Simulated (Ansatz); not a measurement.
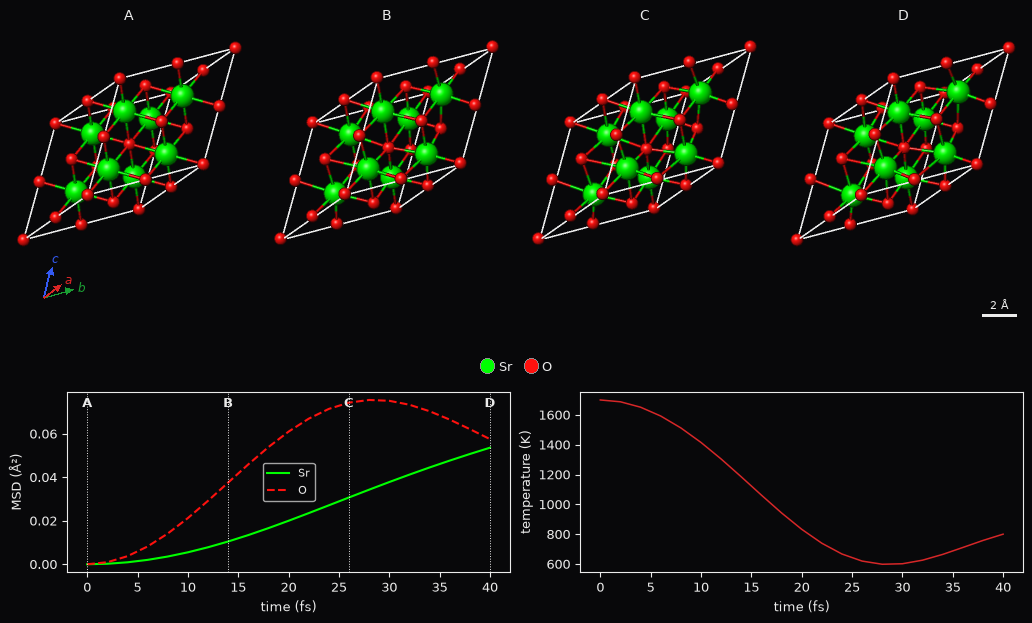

A Born-Oppenheimer molecular dynamics run of a 16-atom cell of SrO (built on the measured structure type), 40 fs long. Frames (A at 0 fs, B at 14 fs, C at 26 fs, D at 40 fs) and the history of the run. The picture is a ball-and-stick view of the reduced simulation cell, seen from a free direction. Bonds to atoms that aren't drawn are left out. Lengths and directions refer to the drawn axes.

All numbers below come from Ansatz 0.2.0, DFT, PBEsol, plane waves, PAW. Set-up: plane-wave cutoff 420 eV; k-point mesh 2 × 2 × 2; Fermi-Dirac smearing 0.146 eV; constant energy (NVE); velocities drawn for 1700 K; time step 2 fs.

> What happens in this trajectory?

The mean temperature in the second half is 693 K (standard deviation 78 K). The first frame carries almost no forces, so kinetic energy first flows into potential energy: the temperature drops from 1700 to 599 K within 28 fs, and without a thermostat its mean stays below the start. The potential energy in the second half lies on average 122 meV per atom above the first frame. In the second half of the run the atoms are, in the root-mean-square, this far from where they began (common drift taken out): O 0.26 Å, Sr 0.19 Å. The run lasts only 40 fs, too short to tell vibration from diffusion.

The run took 74 s on 4 threads of Arm Neoverse N1, with other jobs on the host, peak memory 0.94 GiB.
